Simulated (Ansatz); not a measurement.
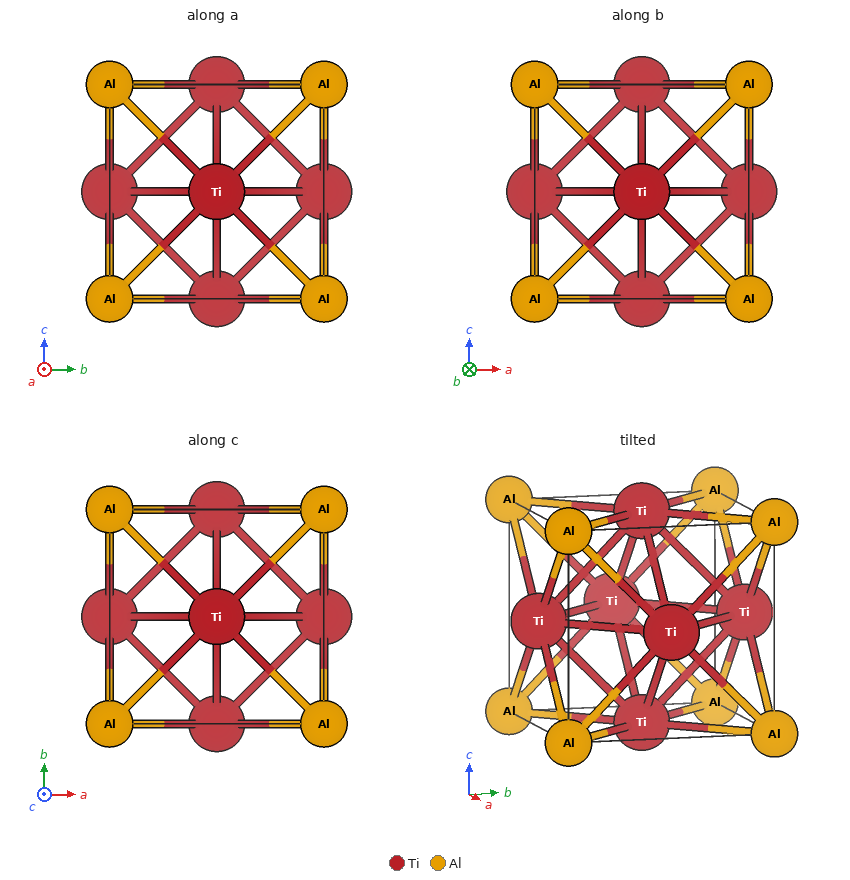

A ball-and-stick rendering, viewed along the a axis, along the b axis, along the c axis and slightly off an axis. Thin lines show the conventional unit cell, with boundary atoms drawn in all their periodic places.

Lattice parameters: a = 4.0581 Å, b = 4.0581 Å, c = 4.0581 Å, α = 90.000°, β = 90.000°, γ = 90.000°.

Q: Put the structure into a CIF with its space group and independent sites.

A:
```cif
data_structure
_symmetry_space_group_name_H-M 'P m -3 m'
_symmetry_Int_Tables_number 221
_cell_length_a 4.0581
_cell_length_b 4.0581
_cell_length_c 4.0581
_cell_angle_alpha 90.000
_cell_angle_beta 90.000
_cell_angle_gamma 90.000
_cell_volume 66.83
loop_
_atom_site_label
_atom_site_type_symbol
_atom_site_symmetry_multiplicity
_atom_site_Wyckoff_symbol
_atom_site_fract_x
_atom_site_fract_y
_atom_site_fract_z
_atom_site_occupancy
Ti1 Ti 3 c 0.5000 0.0000 0.5000 1
Al1 Al 1 a 0.0000 0.0000 0.0000 1
```

Its origin is a random cell made by a generator, so it need not be a real form of the compound. Earlier steps of the study may have refined or changed the cell and positions. A calculation with Ansatz used it as input.
